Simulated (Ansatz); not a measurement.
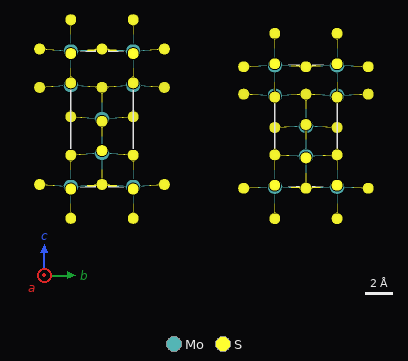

Two geometries of crystalline MoS2 (built on the anatase type), drawn at one scale. One is the start of a relaxation, the other its converged end. Style: ball-and-stick. Shown: the conventional cell (2 times the calculation's cell), along the a axis. Lengths and directions refer to the drawn axes.

Level of theory: DFT, r2SCAN, plane waves, PAW (Ansatz 0.2.0). Settings: plane-wave cutoff 500 eV; k-point mesh 8 × 8 × 8; occupations fermi dirac; smearing width 0.02 eV; no spin polarisation; cell and atoms relaxed; force threshold 0.005 eV/Å.

### Which one is relaxed?

The right one is the relaxed one. The largest moves relative to the cell, 0.27 Å, are those of S atoms. Mo stays in place. Cell: a = b 4.775 → 4.767 Å (−0.2 %), c 10.367 → 9.297 Å (−10.3 %). Volume −10.6 %. Near-neighbour distances that change, for instance: Mo–S 2.418 → 2.439 Å, Mo–S 2.394 → 2.386 Å. Among the angles between lasting bonds that change: Mo–S–Mo 94.2° → 87.2°, S–Mo–S 94.2° → 87.2°, S–Mo–S 85.8° → 92.8°. The space group stays I4_1/amd (No. 141). The energy falls by 25.0 meV per atom in 6 accepted moves (7 points after the start). The largest force component goes from 0.0029 to under 0.0001 eV/Å. The pressure goes from −1.20 to 0.00 GPa. The SCF was repeated once at an unchanged geometry on a basis and grid sized afresh for the cell, which shifted the energy by 0.4 meV per atom at most.
